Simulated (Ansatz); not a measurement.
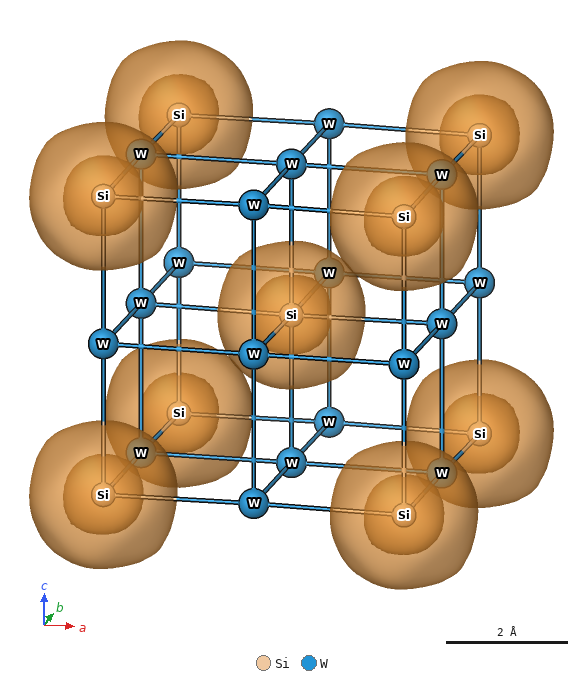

Figure. SiW$_{3}$. Isosurface of the ELF at 0.55 (orange), seen slightly off an axis. Only the valence region is drawn (cores and ρ < 0.01 e/Å³ removed). Sticks mark near contacts.

Space group I4mm; a structure from a database of computed crystals, not necessarily the ambient phase.

Computed with DFT PBEsol, scalar-relativistic, plane waves, PAW (Ansatz).

Core electrons are frozen (PAW), and the valence fields are smoothed inside the atomic spheres.

Where are the electrons localised?

At this value the surface marks out two regions wrapped around Si (the valence shell of each), counted in one cell of 8 atoms. Regions shared between cells count once. Along the contacts the grid gives the following. Si–W (2.55 Å): the ELF peaks at about 0.75 in the valence shell of Si, 0.9 Å from its nucleus, and is about 0.50 at the midpoint. W–W (2.58 Å): the ELF is about 0.40 at the midpoint.

Metal or insulator at this level of theory?

It is gapless in this calculation (a metal or semimetal).
